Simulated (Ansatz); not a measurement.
**Run report: Ba₃Ti₃HO₉, molecular dynamics (part 2 of 2)**

The same run, continued: Ba₃Ti₃HO₉ (slab, 16 atoms in the cell); DFT PBE, scalar-relativistic, plane waves, PAW, PAW set soft_1, spin-polarised (Ansatz 0.2.0); cutoff 420 eV, 2×2×1 k-mesh, Fermi–Dirac smearing of 0.05 eV, collinear spins. The structure derives from an entry of the Crystallography Open Database. The input holds or restrains some coordinates. It belongs to a series of runs on one base structure; here: dynamics from the last frame of the run before.

Geometry of the input (Å; fractional positions):
```
5.6547  0.0000  0.0000
0.0000  6.9552  0.0000
0.0000  0.0000  17.0664
Ba 0.0000  0.0000  0.0586
Ti 0.4728  0.1422  0.1497
O  0.7554  0.0112  0.2031
O  0.5000  0.0116  0.0603
O  0.2501  -0.0435  0.1997
Ba 0.0065  0.3315  0.2676
Ti 0.0000  0.4845  0.0586
O  0.1335  0.3042  0.1298
O  0.6074  0.3351  0.1909
O  0.7561  0.3833  0.0196
Ba 0.4441  0.6303  0.1385
Ti 0.9706  0.8094  0.2392
O  0.2384  0.6342  0.2930
O  -0.0195  0.6882  0.1332
O  0.7712  0.6623  0.2897
H  0.3793  0.7222  0.3052
```

What the program printed, continued:
```
md step    49: t =    24.50 fs  T =  1706.0 K  F+E_penalty+E_count = -30485.84521411 eV  E_kin = 2.866663 eV  (15 SCF iters)
md step    50: t =    25.00 fs  T =  1696.4 K  F+E_penalty+E_count = -30485.85421204 eV  E_kin = 2.850615 eV  (15 SCF iters)
md step    51: t =    25.50 fs  T =  1730.5 K  F+E_penalty+E_count = -30485.82580338 eV  E_kin = 2.907953 eV  (15 SCF iters)
md step    52: t =    26.00 fs  T =  1711.3 K  F+E_penalty+E_count = -30485.78382735 eV  E_kin = 2.875673 eV  (15 SCF iters)
md step    53: t =    26.50 fs  T =  1690.2 K  F+E_penalty+E_count = -30485.74070892 eV  E_kin = 2.840253 eV  (14 SCF iters)
md step    54: t =    27.00 fs  T =  1631.4 K  F+E_penalty+E_count = -30485.69945730 eV  E_kin = 2.741398 eV  (14 SCF iters)
md step    55: t =    27.50 fs  T =  1618.0 K  F+E_penalty+E_count = -30485.67871042 eV  E_kin = 2.718910 eV  (15 SCF iters)
md step    56: t =    28.00 fs  T =  1587.0 K  F+E_penalty+E_count = -30485.69109486 eV  E_kin = 2.666729 eV  (15 SCF iters)
md step    57: t =    28.50 fs  T =  1537.1 K  F+E_penalty+E_count = -30485.73383086 eV  E_kin = 2.582957 eV  (15 SCF iters)
md step    58: t =    29.00 fs  T =  1595.9 K  F+E_penalty+E_count = -30485.80886707 eV  E_kin = 2.681725 eV  (13 SCF iters)
md step    59: t =    29.50 fs  T =  1711.6 K  F+E_penalty+E_count = -30485.91017598 eV  E_kin = 2.876159 eV  (13 SCF iters)
md step    60: t =    30.00 fs  T =  1716.1 K  F+E_penalty+E_count = -30486.01469402 eV  E_kin = 2.883681 eV  (13 SCF iters)
md step    61: t =    30.50 fs  T =  1706.3 K  F+E_penalty+E_count = -30486.09164071 eV  E_kin = 2.867224 eV  (13 SCF iters)
md step    62: t =    31.00 fs  T =  1655.0 K  F+E_penalty+E_count = -30486.10716185 eV  E_kin = 2.781067 eV  (12 SCF iters)
md step    63: t =    31.50 fs  T =  1679.7 K  F+E_penalty+E_count = -30486.05647109 eV  E_kin = 2.822534 eV  (12 SCF iters)
md step    64: t =    32.00 fs  T =  1713.6 K  F+E_penalty+E_count = -30485.98117432 eV  E_kin = 2.879566 eV  (12 SCF iters)
md step    65: t =    32.50 fs  T =  1675.7 K  F+E_penalty+E_count = -30485.95008310 eV  E_kin = 2.815830 eV  (11 SCF iters)
md step    66: t =    33.00 fs  T =  1742.5 K  F+E_penalty+E_count = -30486.02288209 eV  E_kin = 2.927995 eV  (11 SCF iters)
md step    67: t =    33.50 fs  T =  1796.9 K  F+E_penalty+E_count = -30486.18776248 eV  E_kin = 3.019516 eV  (11 SCF iters)
md step    68: t =    34.00 fs  T =  2065.5 K  F+E_penalty+E_count = -30486.35528370 eV  E_kin = 3.470832 eV  (12 SCF iters)
md step    69: t =    34.50 fs  T =  2040.8 K  F+E_penalty+E_count = -30486.43301067 eV  E_kin = 3.429251 eV  (12 SCF iters)
md step    70: t =    35.00 fs  T =  1992.8 K  F+E_penalty+E_count = -30486.41920569 eV  E_kin = 3.348616 eV  (12 SCF iters)
md step    71: t =    35.50 fs  T =  1935.5 K  F+E_penalty+E_count = -30486.36016867 eV  E_kin = 3.252345 eV  (12 SCF iters)
md step    72: t =    36.00 fs  T =  1897.1 K  F+E_penalty+E_count = -30486.29709664 eV  E_kin = 3.187789 eV  (12 SCF iters)
md step    73: t =    36.50 fs  T =  1925.1 K  F+E_penalty+E_count = -30486.26153369 eV  E_kin = 3.234936 eV  (12 SCF iters)
md step    74: t =    37.00 fs  T =  1877.3 K  F+E_penalty+E_count = -30486.26334249 eV  E_kin = 3.154502 eV  (11 SCF iters)
md step    75: t =    37.50 fs  T =  1867.1 K  F+E_penalty+E_count = -30486.30144116 eV  E_kin = 3.137433 eV  (11 SCF iters)
preconditioner: auto → Resta (q_TF=auto, 2.051 Å⁻¹)  ε∞=2.6  [insulator: Δε(μ)=0.928 eV  Ē_g=10.717 eV  σ=0.050 eV  W_g
[...]
SCF iter   4: F=—  HF=-30486.184232 eV  |F-HF|=—  |Δ(HF+E_count)|=   1.18e-3  Δρ=2.48e-4 (↑2.34e-4 ↓2.48e-4)  dr2=1.60e-3  dr2_m=5.06e-5  M=1.000 μB ∫|m|=1.109 μB  β_m=0.39  ethr=8.21e-7  ⟨swp⟩=3.0  Hψ=1136  notcnv=0
SCF iter   5: F=—  HF=-30486.184117 eV  |F-HF|=—  |Δ(HF+E_count)|=   1.15e-4  Δρ=6.67e-5 (↑6.67e-5 ↓6.53e-5)  dr2=3.76e-5  dr2_m=1.81e-5  M=1.000 μB ∫|m|=1.109 μB  β_m=0.46  ethr=8.21e-7  ⟨swp⟩=2.1  Hψ=947  notcnv=0
SCF iter   6: F=—  HF=-30486.184156 eV  |F-HF|=—  |Δ(HF+E_count)|=   3.87e-5  Δρ=3.96e-5 (↑3.96e-5 ↓3.12e-5)  dr2=1.33e-5  dr2_m=4.47e-6  M=1.000 μB ∫|m|=1.108 μB  β_m=0.48  ethr=3.11e-8  ⟨swp⟩=3.0  Hψ=1126  notcnv=0
SCF iter   7: F=—  HF=-30486.184162 eV  |F-HF|=—  |Δ(HF+E_count)|=   5.92e-6  Δρ=1.85e-5 (↑1.85e-5 ↓1.56e-5)  dr2=4.52e-6  dr2_m=8.61e-7  M=1.000 μB ∫|m|=1.107 μB  β_m=0.45  ethr=1.10e-8  ⟨swp⟩=3.0  Hψ=988  notcnv=0
SCF iter   8: F=—  HF=-30486.184163 eV  |F-HF|=—  |Δ(HF+E_count)|=   4.62e-7  Δρ=8.21e-6 (↑8.21e-6 ↓6.84e-6)  dr2=4.03e-7  dr2_m=2.30e-7  M=1.000 μB ∫|m|=1.107 μB  β_m=0.55  ethr=3.74e-9  ⟨swp⟩=2.0  Hψ=978  notcnv=0
SCF iter   9: F=—  HF=-30486.184163 eV  |F-HF|=—  |Δ(HF+E_count)|=   3.33e-7  Δρ=5.47e-6 (↑5.47e-6 ↓4.96e-6)  dr2=6.50e-7  dr2_m=3.73e-8  M=1.000 μB ∫|m|=1.107 μB  β_m=0.55  ethr=8.26e-11  ⟨swp⟩=5.0  Hψ=2145  notcnv=0
iter 10 did not close the SCF: its close was put off for a magnetic moment that had not settled (scf_convergence_deferred on its scf_iter line)
SCF iter  10: F=-30486.184163 eV  HF=-30486.184163 eV  |F-HF|=1.67e-8  |Δ(HF+E_count)|=   6.29e-8  Δρ=2.02e-6 (↑1.14e-6 ↓2.02e-6)  dr2=3.04e-8  dr2_m=8.76e-9  M=1.000 μB ∫|m|=1.107 μB  β_m=0.56  ethr=8.26e-11  ⟨swp⟩=3.0  Hψ=2207  notcnv=0
iter 11 did not close the SCF: its close was put off for a magnetic moment that had not settled (scf_convergence_deferred on its scf_iter line)
SCF iter  11: F=-30486.184163 eV  HF=-30486.184163 eV  |F-HF|=8.41e-9  |Δ(HF+E_count)|=   3.31e-9  Δρ=9.89e-7 (↑9.89e-7 ↓5.94e-7)  dr2=1.19e-8  dr2_m=1.28e-9  M=1.000 μB ∫|m|=1.107 μB  β_m=0.50  ethr=2.51e-11  ⟨swp⟩=2.2  Hψ=2104  notcnv=0
SCF iter  12: F=-30486.184163 eV  HF=-30486.184163 eV  |F-HF|=6.55e-11  |Δ(HF+E_count)|=  9.90e-10  Δρ=4.34e-7 (↑4.34e-7 ↓2.84e-7)  dr2=1.24e-9  dr2_m=4.07e-10  M=1.000 μB ∫|m|=1.107 μB  ethr=9.83e-12  ⟨swp⟩=1.8  Hψ=1665  notcnv=0
SCF 111 converged in 12 iterations: F = -30486.184163 eV  dr2 = 1.24e-9
md step   110: t =    55.00 fs  T =  1519.2 K  F+E_penalty+E_count = -30486.18416278 eV  E_kin = 2.552801 eV  (12 SCF iters)
```

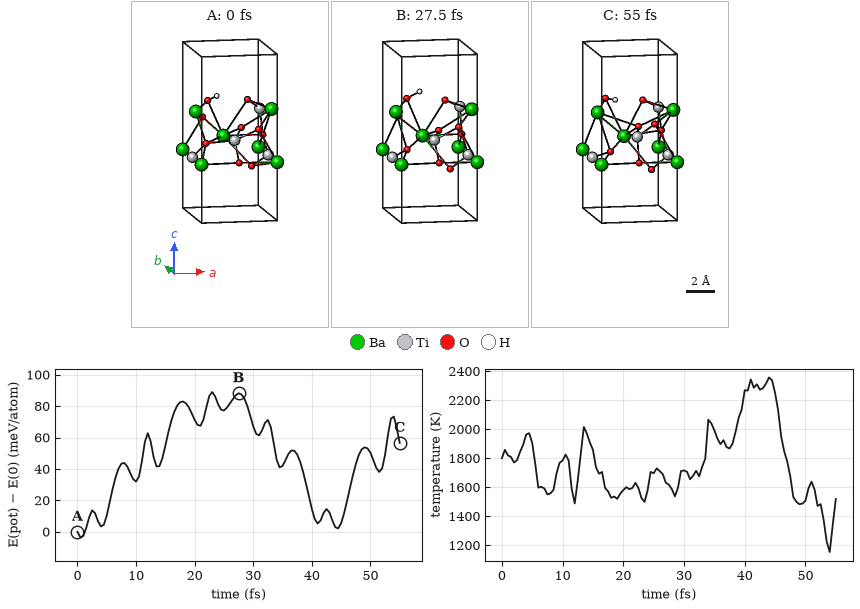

**Figure 1.** Frames of the molecular dynamics (ball-and-stick, simulation cell, with the vacuum cut short, seen slightly off an axis) above the curves, on which the letters mark them. The trajectory kept here has 111 frames over 55 fs. The temperature starts at 1800 K, ranges from 1154 to 2357 K and averages 1821 K over the second half. The potential energy ends 56.6 meV/atom above its first value. With the common drift removed, the root-mean-square displacement is 0.42 Å, and O8 has moved furthest (0.70 Å).

```
SCF converged after 12 iterations
Magnetization: 0.9999 μB (61.0000 up, 60.0000 down)
Absolute magnetization: 1.1077 μB (∫|ρ↑−ρ↓|, with the PAW one-centre terms)
Spin contamination: 0.0031 ħ² per cell (⟨S²⟩ above its minimum at these occupations)
Per-site moments (μB) at R_I (Å): [(0.0155756759072406, 0.9868636845196509), (0.0010430566126407082, 0.686120842296301), (0.00015543763037109443, 0.7323447317545546), (0.0011635805850851609, 0.7920658864403006), (-0.00020851823179974838, 0.7807824087050967), (0.0004433112196298553, 0.9722945351558625), (0.23670120902772884, 0.6751795146336126), (-0.011185534843781328, 0.7451139571584824), (0.002495498199015532, 0.686120842296301), (-0.019897595821440423, 0.6751795146336126), (0.02750299261923774, 1.119026340951494), (0.0019603881850509767, 0.7278149764241619), (-2.545939130633117e-5, 0.3800964883388253), (-0.008945813905461068, 0.7669400281432982), (-0.000401133701681628, 0.7278149764241619), (5.924228665460037e-6, 0.3800964883388253)]
Free energy (F): -30486.184163 eV
Harris-Foulkes:  -30486.184163 eV  (|F-HF|=6.55e-11)
Internal energy: -30486.184131 eV  (E = F + TS)
E sigma→0 (E₀):  -30486.184147 eV
Entropy (-TS):   -0.000031 eV (-0.002 meV/atom)
Fermi energy:    1.326890 eV
--- Per-component energies (eV) ---
  E_band       = -1764.162758
  E_kinetic    = 2860.185543
  E_local      = -52865.892601  (includes V_loc(G=0)·N_el)
  E_nonlocal   = 933.856324
  E_hartree    = 25002.424782
  E_xc         = -1601.574435
  E_vxc        = -1660.853078  (∫ρ·V_xc dr)
  E_paw        = -20176.243827  (= ΣΔE_a)
  E_vpaw       = -1036.313802  (= ΣTr[D̂ρ^β])
  E_aug_tail   = 0.005451  (compensation charges beyond the density's cutoff)
  E_ewald      = 15361.054632
  E_smearing   = -0.000031  (= −TS)
  E_closure    = -0.000000  (closes the sum)
  Σ components = -30486.184163   (vs F -30486.184163, Δ=0.00e0)
--- Forces (eV/Å), atoms counted from 1 ---
  atom   1  Ba    -0.28902612    -0.16532375    -1.16460537
  atom   2  Ti    -2.04915371    -0.42340135    -2.38541291
  atom   3  O      1.37062630     1.16968215    -0.77059420
  atom   4  O      0.75314449    -0.95194007     1.95942924
  atom   5  O     -0.54068216    -1.94975218    -0.09887433
  atom   6  Ba    -1.06129431     1.59679311     0.42120070
  atom   7  Ti     1.39157517     1.68647529     2.23115898
  atom   8  O     -0.66269820     0.51727760    -0.09261777
  atom   9  O      1.00096332     3.58477407     0.66398178
  atom  10  O     -1.77862071    -0.49114608    -1.08360505
  atom  11  Ba     1.07490273    -1.35319391     0.40141055
  atom  12  Ti    -1.46863939    -2.69522711     1.84584896
  atom  13  O     -3.46863157    -0.62594082    -0.19805039
  atom  14  O      0.50952482    -0.20792525    -2.12258961
  atom  15  O      1.90590731    -0.71485798     0.18880043
  atom  16  H      3.31209382     1.02370938     0.20451043
  max |Σ_I F_I| component: 8.55e-6 eV/Å
--- MD trajectory: 110 steps, t = 0.0 → 55.0 fs ---
  final state: T = 1519.2 K   F+E_penalty+E_count = -30486.18416278 eV   E_kin = 2.552801 eV
```

Trajectory as extended XYZ (Å, eV, eV/Å), 6 of the 111 frames kept, from step=0 to step=110:
```
16
Lattice="5.6547 0.0000 0.0000 0.0000 6.9552 0.0000 0.0000 0.0000 17.0664" Properties=species:S:1:pos:R:3:forces:R:3 step=0 time_fs=0.0 energy=-30487.08973 temperature=1800.0
Ba    0.0000    0.0000    1.0000   -0.8310   0.5502  -0.7385
Ti    2.6734    0.9892    2.5540   -1.2554  -4.3084   1.1334
O     4.2718    0.0780    3.4666    1.0967  -1.4869   0.1335
O     2.8274    0.0804    1.0291    0.3094  -0.0358  -0.5948
O     1.4142   -0.3028    3.4079    0.3660   1.2690   0.4163
Ba    0.0369    2.3056    4.5671   -1.0431  -0.3617   0.6837
Ti    0.0000    3.3698    1.0000   -0.3712  -0.7993   1.5266
O     0.7546    2.1156    2.2144    1.2202   0.5419  -1.7973
O     3.4347    2.3308    3.2580    0.7441   2.8540   0.8145
O     4.2755    2.6659    0.3352    0.0915   0.3977  -0.1800
Ba    2.5113    4.3838    2.3630    1.7373   1.3872   0.5966
Ti    5.4886    5.6298    4.0818   -1.5215   0.2243  -0.7859
O     1.3481    4.4109    5.0001    1.1270   1.9726   0.0155
O    -0.1102    4.7863    2.2738   -0.8427  -0.8854  -0.3575
O     4.3607    4.6066    4.9436    0.3544   0.2337  -0.3744
H     2.1448    5.0230    5.2084   -1.1818  -1.5530  -0.4917
16
Lattice="5.6547 0.0000 0.0000 0.0000 6.9552 0.0000 0.0000 0.0000 17.0664" Properties=species:S:1:pos:R:3:forces:R:3 step=22 time_fs=11.0 energy=-30486.37115 temperature=1784.4
Ba    0.0000    0.0000    1.0000   -1.4687   0.4221  -1.2140
Ti    2.5900    0.8119    2.5612    3.2142   2.9684   2.1045
O     4.2532    0.2534    3.4624    1.3090  -3.2008   0.6947
O     2.8274    0.0804    1.0291    0.0003  -0.8934  -1.2014
O     1.3243   -0.1822    3.3907   -0.7954  -0.7537   1.5766
Ba    0.0280    2.2576    4.5595   -1.3438  -0.4151  -0.2727
Ti    0.0000    3.3698    1.0000   -0.4363   0.3248   0.5072
O     0.7332    2.1043    2.0532    1.5873  -0.2314  -0.0718
O     3.4478    2.4327    3.0995   -1.2500  -0.0397  -0.0548
O     4.2799    2.7874    0.2847   -0.6215  -0.1209  -0.8074
Ba    2.4732    4.4272    2.3751    2.2487  -0.0132  -0.2818
Ti    5.5002    5.5564    4.1380   -2.6765  -0.1029  -0.8562
O     1.3513    4.4446    5.1505   -4.8916  -0.9215  -0.0160
O    -0.1273    4.7943    2.2556   -0.7120  -0.1394   1.1838
O     4.2454    4.5598    4.9064    1.5758   1.1888  -0.8991
H     2.0940    4.8666    4.8652    4.2604   1.9279  -0.3914
16
Lattice="5.6547 0.0000 0.0000 0.0000 6.9552 0.0000 0.0000 0.0000 17.0664" Properties=species:S:1:pos:R:3:forces:R:3 step=44 time_fs=22.0 energy=-30485.82098 temperature=1630.3
Ba    0.0000    0.0000    1.0000   -1.8494  -0.0369  -1.5739
Ti    2.5523    0.6456    2.5985    5.3741   6.0694   2.0739
O     4.2828    0.2441    3.5429    0.0865  -2.3897   0.4250
O     2.8274    0.0804    1.0291   -0.0687  -1.3438  -1.4640
O     1.2099   -0.1046    3.3964   -1.2673  -1.1120   1.8630
Ba    0.0210    2.2123    4.5657   -1.2413  -0.3776  -0.9468
Ti    0.0000    3.3698    1.0000   -2.5671   1.9791  -1.1048
O     0.7859    2.0936    1.8310    1.9353  -1.4152   1.4985
O     3.3293    2.5222    3.0104   -0.6698  -2.1191   0.5887
O     4.2655    2.8936    0.1489    0.5006   0.0773  -0.0528
Ba    2.4738    4.4763    2.3579    1.8091  -0.2712  -0.2147
Ti    5.4720    5.4968    4.2182    0.4904   1.8917  -2.5189
O     1.3298    4.4873    5.1789   -4.8544   0.2729  -1.2563
O    -0.1629    4.8050    2.2830   -0.4136  -0.5538   1.2401
O     4.2344    4.6175    4.8733   -1.1671  -0.9852   0.9557
H     2.2240    4.4530    5.3451    3.9028   0.3140   0.4873
16
Lattice="5.6547 0.0000 0.0000 0.0000 6.9552 0.0000 0.0000 0.0000 17.0664" Properties=species:S:1:pos:R:3:forces:R:3 step=66 time_fs=33.0 energy=-30486.02288 temperature=1742.5
Ba    0.0000    0.0000    1.0000   -1.5450  -0.4268  -1.4638
Ti    2.6045    0.5864    2.7051    3.1122   4.3443   1.2642
O     4.2843    0.0624    3.7080   -1.5146  -0.3731  -0.4689
O     2.8274    0.0804    1.0291   -0.0908  -0.6775   1.0516
O     1.0209   -0.0789    3.4827    2.4784   0.8581   0.0109
Ba    0.0411    2.1713    4.5543   -1.3956  -0.1416  -0.9882
Ti    0.0000    3.3698    1.0000   -3.5505   2.0708  -1.2681
O     0.9038    2.0683    1.7033    1.0760  -0.7652   1.1383
O     3.2374    2.4508    3.0625   -0.4721  -2.6518   0.5595
O     4.2314    3.0491    0.0132    1.7671   0.2138   1.1815
Ba    2.4951    4.5183    2.3286    1.6784  -0.8765   0.1471
Ti    5.4686    5.4940    4.2503   -1.1126   0.5090  -1.9657
O     1.2706    4.5203    5.0997   -5.3945   1.6444  -3.6929
O    -0.2194    4.7759    2.3866    0.0783  -1.1621   0.2983
O     4.1481    4.6970    4.9138   -0.4791  -1.1606   0.8139
H     1.9368    4.2446    5.5926    5.3644  -1.4054   3.3822
16
Lattice="5.6547 0.0000 0.0000 0.0000 6.9552 0.0000 0.0000 0.0000 17.0664" Properties=species:S:1:pos:R:3:forces:R:3 step=88 time_fs=44.0 energy=-30487.04192 temperature=2357.1
Ba    0.0000    0.0000    1.0000   -0.9117  -0.5001  -1.2166
Ti    2.7103    0.5787    2.8078    0.7104   2.4541   0.2780
O     4.1284   -0.1750    3.8759   -1.8049   2.2628  -1.7459
O     2.8274    0.0804    1.0291    0.4250  -0.7658   2.0375
O     0.9578    0.0375    3.5560    2.2855  -0.0701  -0.3426
Ba    0.0858    2.1355    4.5444   -1.2291   0.7642  -0.1631
Ti    0.0000    3.3698    1.0000   -0.3350   0.9158   1.1318
O     1.0353    1.9960    1.6533   -0.8106   1.3887  -0.1165
O     3.1798    2.2815    3.2042    0.1108  -0.8551   0.1571
O     4.3310    3.1817   -0.0290    0.0651  -0.1784   0.2649
Ba    2.5487    4.5350    2.2984    1.4294  -1.3528   0.5843
Ti    5.4603    5.5282    4.2245   -2.4952  -2.3040   0.5769
O     1.2005    4.4767    5.0827   -1.1251  -0.2358  -0.2283
O    -0.2633    4.6666    2.5384    0.4834  -1.0687  -1.6403
O     4.0527    4.6799    4.9337    1.3251  -0.6616   0.1114
H     2.1129    4.7139    5.2198    1.8769   0.2068   0.3114
16
Lattice="5.6547 0.0000 0.0000 0.0000 6.9552 0.0000 0.0000 0.0000 17.0664" Properties=species:S:1:pos:R:3:forces:R:3 step=110 time_fs=55.0 energy=-30486.18416 temperature=1519.2
Ba    0.0000    0.0000    1.0000   -0.2890  -0.1653  -1.1646
Ti    2.7826    0.5980    2.8776   -2.0492  -0.4234  -2.3854
O     3.9113   -0.2828    3.9275    1.3706   1.1697  -0.7706
O     2.8274    0.0804    1.0291    0.7531  -0.9519   1.9594
O     1.0891    0.1580    3.5994   -0.5407  -1.9498  -0.0989
Ba    0.1338    2.1015    4.5300   -1.0613   1.5968   0.4212
Ti    0.0000    3.3698    1.0000    1.3916   1.6865   2.2312
O     1.0809    2.0500    1.5938   -0.6627   0.5173  -0.0926
O     3.1912    2.1288    3.3841    1.0010   3.5848   0.6640
O     4.3907    3.2493   -0.0329   -1.7786  -0.4911  -1.0836
Ba    2.5956    4.5402    2.2934    1.0749  -1.3532   0.4014
Ti    5.3677    5.5260    4.1979   -1.4686  -2.6952   1.8458
O     1.1997    4.5034    5.1480   -3.4686  -0.6259  -0.1980
O    -0.2839    4.4995    2.6477    0.5095  -0.2079  -2.1226
O     4.0211    4.6344    4.9084    1.9059  -0.7149   0.1888
H     2.0105    4.8920    4.9460    3.3121   1.0237   0.2045
```

Key numbers:

- outcome: finished
- mean temperature over the second half: 1821 K
- trajectory: 110 steps, 55 fs
- ensemble: nvt_langevin
- temperature in the input: 1800.0 K
- time step: 0.5 fs
- electrons treated: 121
- potential energy (free energy of the electrons) (last step): −30486.1842 eV
- Fermi energy (last step): 1.327 eV
- net moment of the cell (last step): 1.00 μB
- integrated absolute moment (last step): 1.11 μB
- largest force (length of the vector) (last step), held atoms and coordinates included: 3.781 eV/Å
- wall time: 29 min (CPU time 57 min)
- peak memory: 1.3 GiB

The electronic state found may not be the lowest one. The k-point mesh is coarse for a cell of this size, so the results may not be converged. So short a trajectory is not equilibrated.
